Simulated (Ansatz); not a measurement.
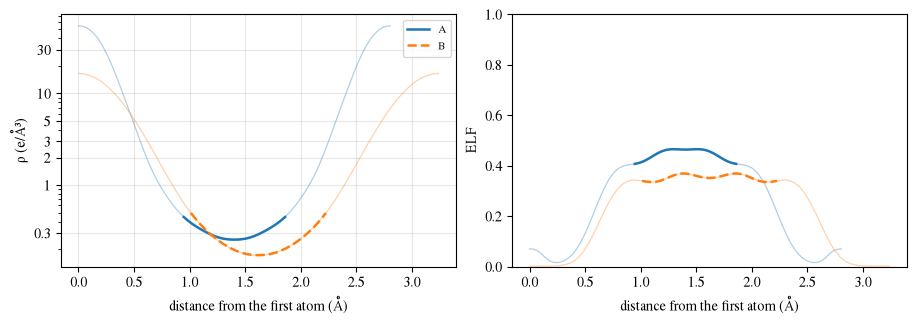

Figure 1: SnGe₂. Valence pseudo-density and electron localisation function along straight lines between neighbouring atoms. Thin, pale parts lie inside the atomic spheres.

Space group P-3m1; a structure generated by program, which may or may not match a known phase.

These are results of Ansatz 0.2.0, DFT PBE, scalar-relativistic, plane waves, PAW, not measurements.

In a PAW calculation such maps are meaningful between the atoms, not at the nuclei.

**Which curve belongs to which contact (Ge–Ge and Sn–Sn)? The first atom named is at distance zero.**

Curve A: Ge–Ge (2.81 Å): ρ is about 0.25 e/Å³ halfway; the ELF is about 0.45 at the midpoint. Curve B: Sn–Sn (3.24 Å): ρ is about 0.17 e/Å³ halfway; the ELF is about 0.35 at the midpoint.
